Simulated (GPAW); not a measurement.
# Dielectric function and optical constants of Be2C

Wanted: where Be2C starts to absorb, how strongly, and its refractive index. The cell comes from an older database entry, whose edges can differ from later determinations, mostly by under a per cent.

Main program and level: GPAW 26.7.0; DFT, PBE, plane-wave PAW (GPAW data sets), scalar-relativistic, RPA, optical limit.

The database entry behind the starting cell differs from later determinations by our own check (0.1 to 0.3 % short, probably kX units), so it need not match the best structure at ambient conditions.

**1. Set-up**

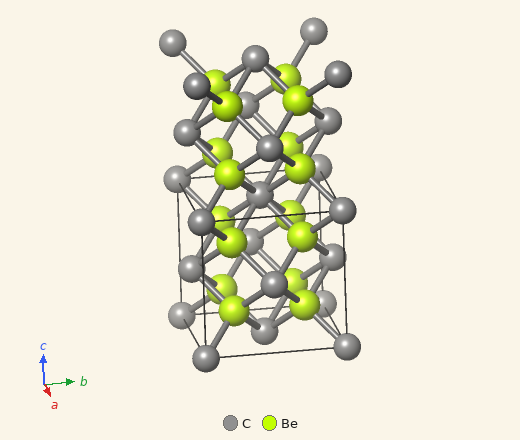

The starting structure, seen slightly off an axis (carbon grey, beryllium green). 1×1×2 cells are drawn. This picture shows the conventional cell, with its axes. Some periodic images of atoms are drawn too.

**2. Ground state**

The self-consistent density comes first; it also tells whether there is a gap, which decides the occupations and the need for a Drude term.

This step: DFT, PBE, plane-wave PAW (GPAW data sets), scalar-relativistic, ground state (GPAW 26.7.0).

The input, gs.py:

```python
from ase import Atoms
from ase.dft.bandgap import bandgap
from gpaw import GPAW, PW, FermiDirac

atoms = Atoms(['C', 'Be', 'Be'],
              cell=[[0.000000000000, 2.165000000000, 2.165000000000],
                    [2.165000000000, 0.000000000000, 2.165000000000],
                    [2.165000000000, 2.165000000000, 0.000000000000]],
              scaled_positions=[[0.000000000000, 0.000000000000, 0.000000000000],
                                [0.750000000000, 0.750000000000, 0.750000000000],
                                [0.250000000000, 0.250000000000, 0.250000000000]],
              pbc=[True, True, True])
atoms.calc = GPAW(mode=PW(500), xc='PBE', kpts={'size': (9, 9, 9), 'gamma': True},
                  occupations=FermiDirac(0.05), maxiter=150, txt='gs.txt')
print('energy (eV)', atoms.get_potential_energy())
print('Fermi level (eV)', atoms.calc.get_fermi_level())
print('valence electrons', atoms.calc.get_number_of_electrons())
print('gap (eV)', bandgap(atoms.calc, output=None)[0])
print('direct gap (eV)', bandgap(atoms.calc, direct=True, output=None)[0])
atoms.calc.write('gs.gpw')
```

The run is started by

```sh
> OMP_NUM_THREADS=1 python gs.py
```

Numbers of over 12 decimals in the logs are rounded to 6 here.

The log of the run:

```text
__  _  _
 | _ |_)|_||  |
 |__||  | ||/\| - 26.7.0

Versions:
  Python: 3.12.14
  ASE:    3.29.0
  Numpy:  2.5.5
  Scipy:  1.18.1
  Libxc:  7.0.0

Input parameters:
  mode=PW(ecut=500.0),
  kpts=MonkhorstPack(size=(9, 9, 9), gamma=True),
  maxiter=150,
  occupations=Occupations(name='fermi-dirac', width=0.05, fixmagmom=False),
  xc=XC(name='PBE')

Diagonalizing LCAO Hamiltonian
Converting LCAO to pw mode

                 Be

          Be

       C

Atoms  # Å, Bohr magnetons
|   | symbol |        x |        y |        z |    initial magnetic moments |
| 0 |      C | 0.000000 | 0.000000 | 0.000000 | ( 0.0000,  0.0000,  0.0000) |
| 1 |     Be | 3.247500 | 3.247500 | 3.247500 | ( 0.0000,  0.0000,  0.0000) |
| 2 |     Be | 1.082500 | 1.082500 | 1.082500 | ( 0.0000,  0.0000,  0.0000) |

Unit cell  # Å
| periodic |        x |        y |        z |  lengths |    angles |
|      yes | 0.000000 | 2.165000 | 2.165000 | 3.061772 | 60.000000 |
|      yes | 2.165000 | 0.000000 | 2.165000 | 3.061772 | 60.000000 |
|      yes | 2.165000 | 2.165000 | 0.000000 | 3.061772 | 60.000000 |

Number of symmetries: 48
Symmetry operations  # r_c * U_cc + t_c -> r_c
|    | kind |            matrix            |
|  0 |  σ   |  1, 0, 0,  1, 0,-1,  1,-1, 0 |
|  1 |  C2  |  1, 0, 0,  1,-1, 0,  1, 0,-1 |
|  2 |  E   |  1, 0, 0,  0, 1, 0,  0, 0, 1 |
|  3 |  σ   |  1, 0, 0,  0, 0, 1,  0, 1, 0 |
|  4 |  C4  |  1, 0,-1,  1, 0, 0,  1,-1, 0 |
|  5 |  S6  |  1, 0,-1,  1,-1, 0,  1, 0, 0 |
|  6 |  σ   |  1, 0,-1,  0, 1,-1,  0, 0,-1 |
|  7 |  C3  |  1, 0,-1,  0, 0,-1,  0, 1,-1 |
|  8 |  S6  |  1,-1, 0,  1, 0, 0,  1, 0,-1 |
|  9 |  C4  |  1,-1, 0,  1, 0,-1,  1, 0, 0 |
| 10 |  C3  |  1,-1, 0,  0,-1, 1,  0,-1, 0 |
| 11 |  σ   |  1,-1, 0,  0,-1, 0,  0,-1, 1 |
| 12 |  σ   |  0, 1, 0,  1, 0, 0,  0, 0, 1 |
| 13 |  C4  |  0, 1, 0,  0, 1,-1, -1, 1, 0 |
| 14 |  C3  |  0, 1, 0,  0, 0, 1,  1, 0, 0 |
| 15 |  S6  |  0, 1, 0, -1, 1, 0,  0, 1,-1 |
| 16 |  C2  |  0, 1,-1,  1, 0,-1,  0, 0,-1 |
| 17 |  σ   |  0, 1,-1,  0, 1, 0, -1, 1, 0 |
| 18 |  S4  |  0, 1,-1,  0, 0,-1,  1, 0,-1 |
| 19 |  C4  |  0, 1,-1, -1, 1, 0,  0, 1, 0 |
| 20 |  C3  |  0, 0, 1,  1, 0, 0,  0, 1, 0 |
| 21 |  σ   |  0, 0, 1,  0, 1, 0,  1, 0, 0 |
| 22 |  S6  |  0, 0, 1,  0,-1, 1, -1, 0, 1 |
| 23 |  C4  |  0, 0, 1, -1, 0, 1,  0,-1, 1 |
| 24 |  S4  |  0, 0,-1,  1, 0,-1,  0, 1,-1 |
| 25 |  C3  |  0, 0,-1,  0, 1,-1,  1, 0,-1 |
| 26 |  C2  |  0, 0,-1,  0,-1, 0, -1, 0, 0 |
| 27 |  S6  |  0, 0,-1, -1, 0, 0,  0,-1, 0 |
| 28 |  S4  |  0,-1, 1,  1,-1, 0,  0,-1, 0 |
| 29 |  C4  |  0,-1, 1,  0, 0, 1, -1, 0, 1 |
| 30 |  C2  |  0,-1, 1,  0,-1, 0,  1,-1, 0 |
| 31 |  σ   |  0,-1, 1, -1, 0, 1,  0, 0, 1 |
| 32 |  C3  |  0,-1, 0,  1,-1, 0,  0,-1, 1 |
| 33 |  S6  |  0,-1, 0,  0, 0,-1, -1, 0, 0 |
| 34 |  S4  |  0,-1, 0,  0,-1, 1,  1,-1, 0 |
| 35 |  C2  |  0,-1, 0, -1, 0, 0,  0, 0,-1 |
| 36 |  C2  | -1, 1, 0,  0, 1, 0,  0, 1,-1 |
| 37 |  S6  | -1, 1, 0,  0, 1,-1,  0, 1, 0 |
| 38 |  S4  | -1, 1, 0, -1, 0, 1, -1, 0, 0 |
| 39 |  C3  | -1, 1, 0, -1, 0, 0, -1, 0, 1 |
| 40 |  S6  | -1, 0, 1,  0, 0, 1,  0,-1, 1 |
| 41 |  C2  | -1, 0, 1,  0,-1, 1,  0, 0, 1 |
| 42 |  C3  | -1, 0, 1, -1, 1, 0, -1, 0, 0 |
| 43 |  S4  | -1, 0, 1, -1, 0, 0, -1, 1, 0 |
| 44 |  C2  | -1, 0, 0,  0, 0,-1,  0,-1, 0 |
| 45 |  i   | -1, 0, 0,  0,-1, 0,  0, 0,-1 |
| 46 |  σ   | -1, 0, 0, -1, 1, 0, -1, 0, 1 |
| 47 |  C2  | -1, 0, 0, -1, 0, 1, -1, 1, 0 |

BZ-sampling:
  Number of BZ points: 729
  Number of IBZ points: 35

  Monkhorst-Pack size: [9, 9, 9]
  Monkhorst-Pack shift: [0, 0, 0]

K-points  # in reciprocal-cell coordinates
|     |                                coordinates |     weight |
|   0 | (  0.00000000,   0.00000000,   0.00000000) | 0.00137174 |
|   1 | (  0.11111111,   0.11111111,   0.00000000) | 0.00823045 |
|   2 | (  0.11111111,   0.11111111,   0.11111111) | 0.01097394 |
|   3 | (  0.22222222,   0.11111111,   0.11111111) | 0.01646091 |
|   4 | (  0.22222222,   0.22222222,   0.00000000) | 0.00823045 |
|   5 | (  0.22222222,   0.22222222,   0.11111111) | 0.03292181 |
|   6 | (  0.22222222,   0.22222222,   0.22222222) | 0.01097394 |
|   7 | (  0.33333333,   0.22222222,   0.11111111) | 0.03292181 |
|   8 | (  0.33333333,   0.22222222,   0.22222222) | 0.03292181 |
|   9 | (  0.33333333,   0.33333333,  -0.33333333) | 0.01646091 |
| ... |                                            |            |
|  34 | (  0.44444444,   0.44444444,   0.44444444) | 0.01097394 |

Plane wave coefficients: 534
Cutoff: 500.0 eV

Spin-components: 1 (collinear spins)
Bands:           9
Projectors:      11
Spin-degeneracy: 2
Datatype:        complex128

Parallelization:
  kpt:    1
  domain: 1
  band:   1

Density:
  Valence electrons: 8.0
  Components: 1
  Grid points: [16 16 16]
  Charge: 0.0  # |e|

Potential:
  Grid points: [16 16 16]

species:
  C:
    name:    Carbon
    id:
    Z:       6.0
    valence: 4
    core:    2
    charge:  0.0  # [|e|]
    compensation charges:
      type: gauss
      rc: 0.20  # [Å]
      lmax: 2
    cutoffs:
      filter: 1.14  # [Å]
      core: 1.14  # [Å]
    projectors
    | kind |    occ | energy [eV] | rcut [Å] |
    |   2s |  2.000 |     -13.751 |    0.635 |
    |   2p |  2.000 |      -5.284 |    0.635 |
    |    s |        |      13.461 |    0.635 |
    |    p |        |      21.927 |    0.635 |
    |    d |        |       0.000 |    0.635 |

    Using partial waves for C as LCAO basis

  Be:
    name:    Beryllium
    id:
    Z:       4.0
    valence: 2
    core:    2
    charge:  0.0  # [|e|]
    compensation charges:
      type: gauss
      rc: 0.25  # [Å]
      lmax: 2
    cutoffs:
      filter: 1.42  # [Å]
      core: 1.77  # [Å]
    projectors
    | kind |    occ | energy [eV] | rcut [Å] |
    |   2s |  2.000 |      -5.610 |    0.794 |
    |   2p |  0.000 |      -2.018 |    0.794 |
    |    s |        |      21.602 |    0.794 |

    Using partial waves for Be as LCAO basis

Reference energy: -1823.998063  # eV

eigensolver:
  PPCG
  Converge bands: occupied
  niter=2

density mixing:
  MSR1-Mixer
  Pratt-step length: 0.05
  Maximum mixing coefficient: 0.75
  Old densities: 10
  SVD Regularization: 0.005
  Good broyden scale: 1.0
  Trust region scale: 1.0
  Backstep threshold: 4.0
  History deletion threshold: 6.0
  Fourier metric: weight=20.0, sigma=0.015

occupation numbers:
  Fermi-Dirac:
    width: 0.0500  # eV

poisson solver:
  ecut: 4000.0  # eV

xc functional:
  name: PBE with 2 nearest neighbor stencil

convergence criteria:
- Maximum [total energy] change in last 3 cyles: 0.0005 eV / valence electron
- Maximum integral of absolute [dens]ity change: 0.0001 electrons / valence electron
- Maximum integral of absolute [eigenst]ate change: 4e-08 eV^2 / valence electron
maximum number of iterations: 150

SCF iterations
|iter     |      energy | eigst |  dens |
|iter:   1||  -18.108528 | -0.01 |       |
|iter:   2||  -17.907848 | -2.49 | -0.69 |
|iter:   3||  -17.236287 | -1.24 | -0.74 |
|iter:   4||  -17.240635 | -3.31 | -1.38 |
|iter:   5||  -17.243076 | -3.93 | -1.76 |
|iter:   6||  -17.243098c| -5.93 | -2.99 |
|iter:   7||  -17.243101c| -7.46c| -3.44 |
|iter:   8||  -17.243101c| -8.49c| -4.93c|

Converged in 8 steps
SCF loop duration: 2.160 s (0.270 s/step)
Energy contributions relative to reference atoms: (reference = -1823.998063)

Energy contributions:
  Kinetic:          15.739488
  Coulomb:         -11.318252
  Zero:             -0.104656
  External:          0.000000
  Xc:              -21.559681
  Entropy:          -0.000000
  Spinorbit:         0.000000
  ----------------------------
  Free energy:     -17.243101
  Extrapolated:    -17.243101

dipole moment: (-8.564413, -8.564413, -8.564413)  # |e|*Ang

Fermi level: 9.398
Eigenvalues  # (at kpt = [0.000, 0.000, 0.000])
| band index |      eig [eV] | occ [0-2] |
|          0 |        -6.303 |     2.000 |
|          1 |         8.762 |     2.000 |
|          2 |         8.762 |     2.000 |
|          3 |         8.762 |     2.000 |
|          4 |        12.872 |     0.000 |
|          5 |        12.872 |     0.000 |
|          6 |        12.872 |     0.000 |
|          7 |        15.478 |     0.000 |
|          8 |        21.954 |     0.000 |

Gap: 1.305 eV
Transition (v -> c):
  (s=0, k=0, n=3, [0.00, 0.00, 0.00]) -> (s=0, k=30, n=4, [0.44, 0.44, 0.00])
Direct/indirect transitions are different
Direct gap: 4.109 eV
Transition at: (s=0, k=0, n=3, [0.00, 0.00, 0.00])

--- standard output ---
energy (eV) -17.243101
Fermi level (eV) 9.397582
valence electrons 8.0
gap (eV) 1.304734
direct gap (eV) 4.109404
```

Elapsed: 3.8 s, on 1 thread of Arm Neoverse V2, shared host; peak memory 0.12 GiB.

This step gave:

* energy: -17.24 eV
* Fermi energy: 9.398 eV
* gap on the k-mesh: 1.305 eV
* direct gap on the mesh: 4.109 eV
* electrons: 8

There is a gap, 1.30 eV on this mesh (points off the mesh can give less), so no carriers' term is needed.

**3. Bands for the response**

The response needs many more empty bands than the density does.

This step: DFT, PBE, plane-wave PAW (GPAW data sets), scalar-relativistic, bands at fixed density (GPAW 26.7.0).

The input, nscf.py:

```python
from ase.dft.bandgap import bandgap
from gpaw import GPAW, FermiDirac

calc = GPAW('gs.gpw').fixed_density(kpts={'size': (12, 12, 12), 'gamma': True}, nbands=23, convergence={'bands': 17},
                                    occupations=FermiDirac(0.001), txt='nscf.txt')
print('gap (eV)', bandgap(calc, output=None)[0])
print('direct gap (eV)', bandgap(calc, direct=True, output=None)[0])
print('top band over the Fermi level (eV)', min(calc.get_eigenvalues(kpt=k)[16] for k in range(len(calc.get_ibz_k_points()))) - calc.get_fermi_level())
calc.write('full.gpw', mode='all')
```

The run is started by

```sh
> OMP_NUM_THREADS=1 python nscf.py
```

The log of the run:

```text
Diagonalizing LCAO Hamiltonian
Converting LCAO to pw mode
convergence criteria:
- Maximum integral of absolute [eigenst]ate change: 4e-08 eV^2 / valence electron
maximum number of iterations: 150

SCF iterations
|iter     |      energy | eigst |  dens |
|iter:   1||             | +2.60 |       |
|iter:   2||             | +0.97 |       |
|iter:   3||             | -1.17 |       |
|iter:   4||             | -2.67 |       |
|iter:   5||             | -4.55 |       |
|iter:   6||             | -5.99 |       |
|iter:   7||             | -7.36 |       |
|iter:   8||             | -8.08c|       |
SCF steps: 8
  __  _  _
 | _ |_)|_||  |
 |__||  | ||/\| - 26.7.0

Versions:
  Python: 3.12.14
  ASE:    3.29.0
  Numpy:  2.5.5
  Scipy:  1.18.1
  Libxc:  7.0.0

Input parameters:
  mode=PW(ecut=500.0),
  convergence={'bands': 17},
  gpts=array([16, 16, 16]),
  kpts=MonkhorstPack(size=(12, 12, 12), gamma=True),
  maxiter=150,
  nbands=23,
  occupations=Occupations(name='fermi-dirac', width=0.001, fixmagmom=False),
  parallel={},
  xc=XC(name='PBE')

--- standard output ---
gap (eV) 1.161499
direct gap (eV) 4.109404
top band over the Fermi level (eV) 26.146369
```

Wall time 11 s (1 thread); peak memory 0.15 GiB.

This step gave:

| Property | Result |
| --- | --- |
| gap on the k-mesh | 1.161 eV |

**4. Dielectric function, RPA**

Local fields let the induced charge screen the field inside the cell, which as a rule lowers ε, most along directions where the density is uneven.

This step: DFT, PBE, plane-wave PAW (GPAW data sets), scalar-relativistic, RPA, optical limit (GPAW 26.7.0).

The input, df.py:

```python
from gpaw.response.df import DielectricFunction

df = DielectricFunction('full.gpw', frequencies={'type': 'nonlinear', 'domega0': 0.03, 'omega2': 8},
                        ecut=60,
                        eta=0.15,
                        nbands=17,
                        txt='df.txt')
for direction in ['x']:
    df.get_dielectric_function(xc='RPA', direction=direction, filename=f'df_{direction}.csv')
```

The run is started by

```sh
> OMP_NUM_THREADS=1 python df.py
```

The log of the run:

```text
Using integrator: PointIntegrator
NonLinearFrequencyDescriptor(from 0.000 to 49.845 eV, 465 points)
Nonperiodic BCs:  [False False False]
Using integrator: PointIntegrator
NonLinearFrequencyDescriptor(from 0.000 to 49.845 eV, 465 points)
Nonperiodic BCs:  [False False False]

Calculating chi0 body with:
    Ground state adapter containing:
    Number of spins: 1
    Number of kpoints: 1728
    Number of irreducible kpoints: 72
    Number of completely occupied states: 4
    Number of partially occupied states: 4

    Linear response parametrization:
    q_c: [0.0, 0.0, 0.0]
    Number of frequency points: 465
    Planewave cutoff: 60.0
    Number of bands: 17
    Number of planewaves: 15
    Broadening (eta): 0.15

Integrating chi0 body.

Symmetries of q_c:
    Direct symmetries (Uq -> q): 48
    Indirect symmetries (TUq -> q): 0
In total 48 allowed symmetries.

72 groups of equivalent kpoints. 95.833333% reduction.

Integral kind: spectral function

Calculating chi0 optical extensions with:
    Ground state adapter containing:
    Number of spins: 1
    Number of kpoints: 1728
    Number of irreducible kpoints: 72
    Number of completely occupied states: 4
    Number of partially occupied states: 4

    Linear response parametrization:
    Number of frequency points: 465
    Planewave cutoff: 60.0
    Number of bands: 17
    Number of planewaves: 15
    Broadening (eta): 0.15
Integrating chi0 head and wings.

Symmetries of q_c:
    Direct symmetries (Uq -> q): 48
    Indirect symmetries (TUq -> q): 0
In total 48 allowed symmetries.

72 groups of equivalent kpoints. 95.833333% reduction.

Integral kind: spectral function wings
```

Wall time 2.7 s (1 thread); peak memory 0.17 GiB.

Read-outs, printed or worked out from the files:

| Property | Result |
| --- | --- |
| electronic dielectric constant ε∞, mean over x, y and z (by symmetry where fewer were run) | 6.640 |
| main peak of Im epsilon, first axis | 7.310 eV |

Some rows of df_x.csv (energy; Re and Im without local fields; Re and Im with them):

```text
0.000000, 7.084102, 0.000000, 6.639580, 0.000000
0.555532, 7.118695, 0.018854, 6.670245, 0.016709
1.143969, 7.234274, 0.040709, 6.772613, 0.036030
1.768324, 7.459420, 0.068966, 6.971640, 0.060883
2.431988, 7.849875, 0.111107, 7.315620, 0.097662
3.138794, 8.533633, 0.190691, 7.914543, 0.166406
3.893091, 9.971113, 0.558696, 9.161348, 0.481947
4.699832, 10.994908, 3.361267, 10.131638, 2.846262
5.564682, 13.212987, 4.231228, 11.898852, 3.418505
6.494155, 16.494525, 9.963675, 14.316522, 7.887223
7.495775, -2.998267, 18.367204, -1.025896, 17.420756
8.578281, -9.097973, 11.283396, -8.016261, 12.626824
9.751884, -3.247899, 5.024736, -3.021660, 5.012335
11.028587, -3.408216, 4.181102, -3.052422, 4.480983
12.422601, -2.598567, 2.261100, -2.413968, 2.305726
13.950874, -2.058430, 1.716503, -1.969344, 1.861977
15.633783, -1.504710, 0.978553, -1.432381, 1.118263
17.496047, -0.705565, 0.536529, -0.687439, 0.567477
19.567954, -0.294715, 0.321112, -0.282503, 0.341910
```

The Im ε, E ∥ x has structure finer than the step of the table below, so its rows give means over 1 eV, whole bins alone (the curve runs from 0 to 21.9 eV). Peaks (eV: height): 7.3: 23.2, 8.3: 19.1.

Values under the direct gap are tails of Lorentzian lines. Table of Im ε, E ∥ x by photon energy; means over each step:

```tsv
photon energy (eV)	Im ε, E ∥ x
1	0.0314
2	0.0734
3	0.155
4	0.674
5	2.58
6	5.33
7	16.4
8	15.9
9	8.09
10	5.67
11	5.13
12	2.77
13	2.14
14	1.76
15	1.22
16	0.883
17	0.692
18	0.649
19	0.384
20	0.370
21	0.289
```

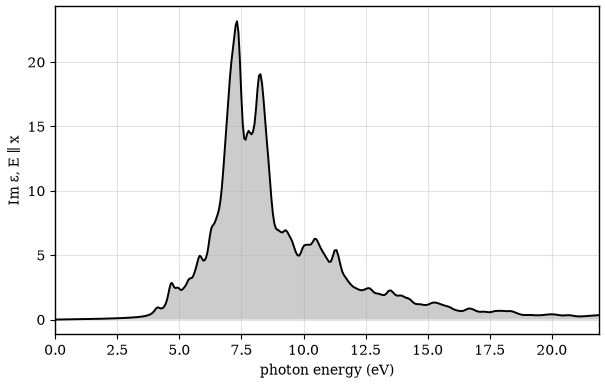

Im ε, E ∥ x against photon energy.

Table of Re ε, E ∥ x by photon energy:

```tsv
photon energy (eV)	Re ε, E ∥ x
0	6.64
1	6.74
2	7.07
3	7.77
4	9.39
5	10.1
6	12.5
7	15.0
8	2.53
9	-4.57
10	-2.01
11	-3.14
12	-3.23
13	-2.18
14	-1.99
15	-1.34
16	-1.38
17	-0.957
18	-0.632
19	-0.481
20	-0.245
21	-0.114
```

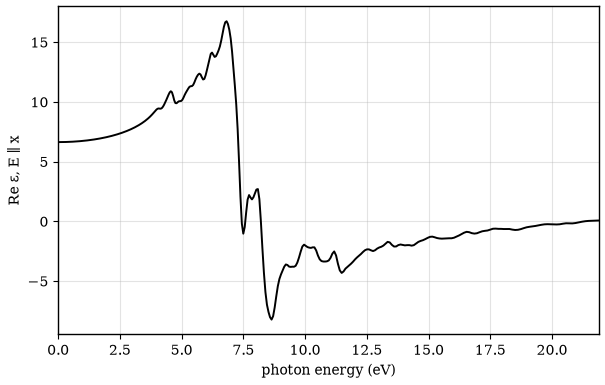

Re ε, E ∥ x, plotted against photon energy.

The Im ε, E ∥ x has structure finer than the step of the table below, so its rows give means over 1 eV, whole bins alone (the curve runs from 0 to 21.9 eV). Peaks (eV: height): without local fields 7.3: 25.7, 8.2: 19.4; with local fields 7.3: 23.2, 8.3: 19.1.

Values under the direct gap are tails of Lorentzian lines. Table of Im ε, E ∥ x by photon energy; means over each step:

```tsv
photon energy (eV)	without local fields	with local fields
1	0.0355	0.0314
2	0.0832	0.0734
3	0.178	0.155
4	0.790	0.674
5	3.04	2.58
6	6.38	5.33
7	19.6	16.4
8	16.6	15.9
9	7.59	8.09
10	5.67	5.67
11	4.76	5.13
12	2.61	2.77
13	1.98	2.14
14	1.60	1.76
15	1.13	1.22
16	0.769	0.883
17	0.632	0.692
18	0.588	0.649
19	0.346	0.384
20	0.343	0.370
21	0.264	0.289
```

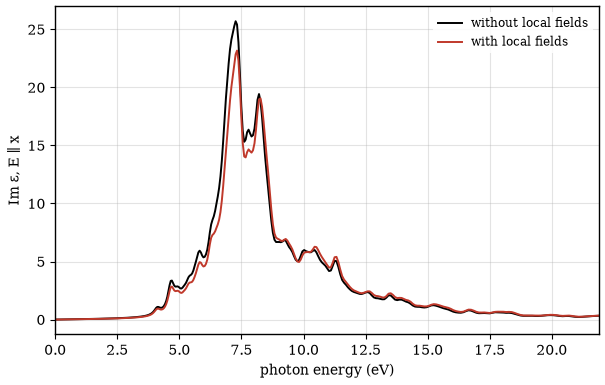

Im ε, E ∥ x against photon energy.

Refractive index n and extinction k against photon energy:

```tsv
photon energy (eV)	n	k
0	2.58	0
1	2.60	0.00598
2	2.66	0.0136
3	2.79	0.0266
4	3.07	0.114
5	3.20	0.374
6	3.59	0.640
7	4.38	2.03
8	2.97	2.51
9	1.36	2.54
10	1.42	2.00
11	1.10	2.08
12	0.667	1.92
13	0.629	1.61
14	0.594	1.53
15	0.465	1.25
16	0.347	1.22
17	0.314	1.03
18	0.383	0.883
19	0.242	0.734
20	0.340	0.600
21	0.292	0.446
```

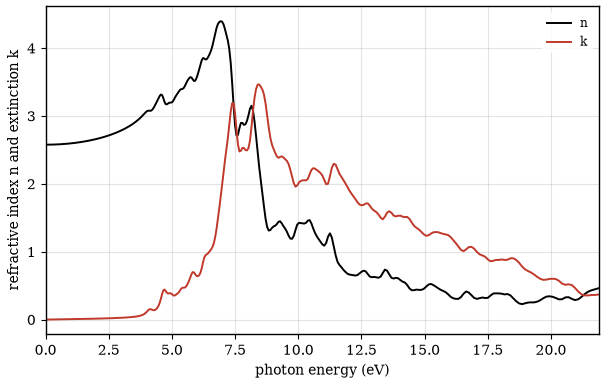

Refractive index n and extinction k, plotted against photon energy.

The loss function −Im 1/ε at q → 0, E ∥ x has structure finer than the step of the table below, so its rows give means over 1 eV, whole bins alone (the curve runs from 0 to 21.9 eV). Peaks (eV: height): 21.2: 3.97.

Values under the direct gap are tails of Lorentzian lines. Table of loss function −Im 1/ε at q → 0, E ∥ x by energy loss; means over each step:

```tsv
energy loss (eV)	loss function −Im 1/ε at q → 0, E ∥ x
1	6.9e-4
2	0.00145
3	0.00251
4	0.00731
5	0.0216
6	0.0267
7	0.0350
8	0.0613
9	0.0918
10	0.146
11	0.139
12	0.157
13	0.235
14	0.246
15	0.338
16	0.368
17	0.554
18	0.780
19	1.01
20	1.89
21	3.11
```

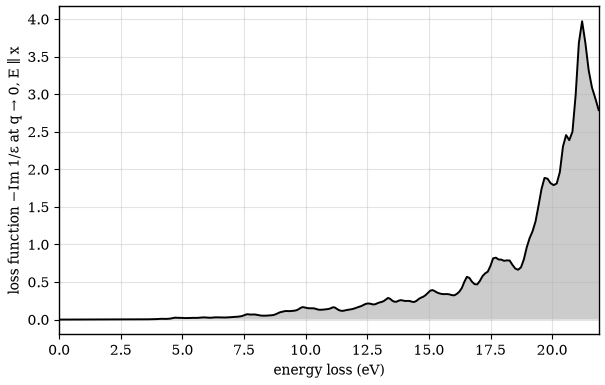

Loss function −Im 1/ε at q → 0, E ∥ x against energy loss.

From ε follow the optical constants at some laser and lamp lines:

```tsv
wavelength (nm)	n	k	R (%)	1/α
1550	2.59	0.005	19.6	26 µm
1064	2.60	0.007	19.8	12 µm
800	2.62	0.010	20.1	6.5 µm
633	2.66	0.013	20.5	3.8 µm
532	2.69	0.017	21.0	2.5 µm
365	2.87	0.037	23.4	787 nm
193	3.86	0.975	37.2	16 nm
```

Below the direct gap, k and the depth come from the tails of the Lorentzian lines, not from transitions.

Rows near the edge hang on the gap, which this functional as a rule makes too small, and phonon-assisted absorption is left out.

**5. Results**

```
electronic dielectric constant ε∞, mean over x, y and z (by symmetry where fewer were run) (RPA) : 6.64
main peak of Im epsilon, first axis                                                              : 7.31 eV
```

In words: At this level (PBE, RPA) Be2C has ε∞ = 6.64 and n = 2.59 at 1550 nm, and Im ε peaks at 7.3 eV. On the mesh the gap is 1.16 eV and the least direct gap 4.11 eV, so on this mesh the band edges lie at different points. Local fields change the static value along x from 7.08 to 6.64 (-6 %). Distinct maxima of Im ε, read by a parabola through the highest points, lie at 7.31 eV (23), 8.25 eV (19) and 10.48 eV (6.3). Excitons and phonon-assisted transitions are missing; PBE gaps are as a rule too small, which pulls the onset down and ε∞ up. The sum runs over mesh points, so small or evenly spaced maxima can still be ripples of the mesh.

[Machine, clock and banner lines and Python warnings are left out of the logs.]

[Logs are printed without paths, hosts, clocks, repeated set-up lines and the standing remarks that a program may print on its own settings, such as how far it seeks lower states.]

[Hosts, paths, dates, database ids (printed as entryN), source tags and the programs' standing remarks are cut or masked in the printed files.]
